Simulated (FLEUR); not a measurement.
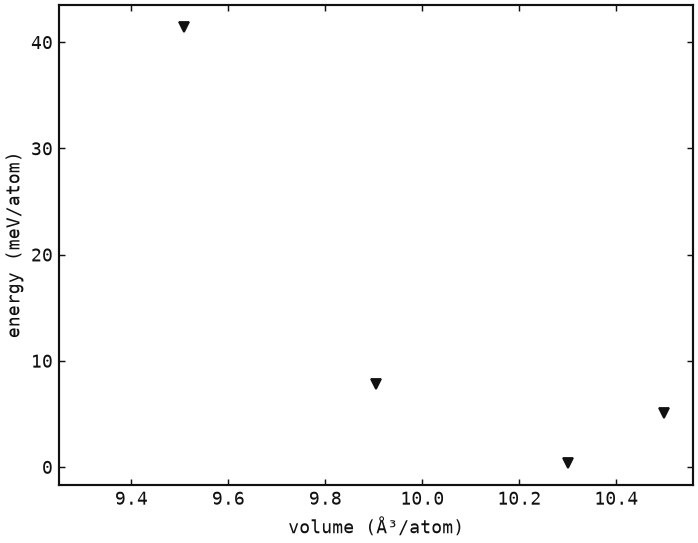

The plot gives the computed energy against volume for HfB₂, space group P6/mmm (No. 191).

Structure:
```
Hf B
1.0
     3.14000    0.00000    0.00000
    -1.57000    2.71932    0.00000
     0.00000    0.00000    3.48000
Hf B
1 2
Direct
  0.00000 0.00000 0.00000
  0.66667 0.33333 0.50000
  0.33333 0.66667 0.50000
```

Method: all-electron LAPW DFT, no spin polarisation; energies at scaled volumes of the given cell, shape and fractions fixed, counted from the fit's minimum, third-order Birch-Murnaghan fit (FLEUR MaX-R8.1 (later development tree)). Level: BLYP.

k mesh 10×10×8; occupations Fermi–Dirac; smearing width 0.05 eV; potentials all electron; program settings basis FLAPW, kmax 4.68 1/bohr.

The point at volume 9.31 Å³/atom is left out of the plot. What does the calculation give there?

| volume (Å³/atom) | energy (meV/atom) |
| --- | --- |
| 9.31 | 69.88 |

Caveats: shape and atomic fractions are frozen while scaling, which makes layered, chain and framework solids too stiff.
